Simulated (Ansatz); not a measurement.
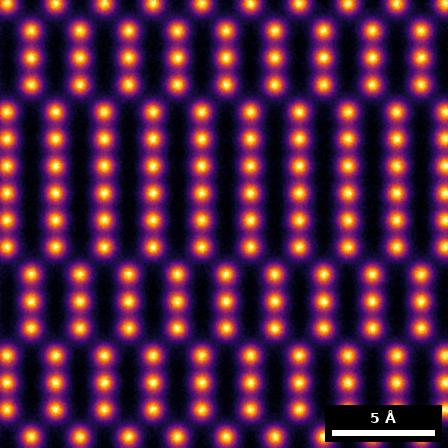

Integrated-DPC-like image of Ti (P6/mmm, No. 191) along [101]. Simulated as the projected potential of neutral atoms (B = 0.5 Å²) blurred by a 0.50 Å probe, the thin-sample limit of integrated differential phase contrast. Shot noise was added.

One planar defect was built into the perfect crystal by geometry alone, without relaxation. Host structure: the input geometry of a calculation; the starting structure was generated, so it need not be a known form of this composition.

Question: Where does the periodic pattern break, and how?

Answer: A planar fault (a stacking fault) runs horizontally about 9 Å below the top edge. The part above it is shifted along the boundary by 1/2 of the 2.39 Å repeat of the rows (1.2 Å to the right, the same as to the left); both parts keep the same orientation.
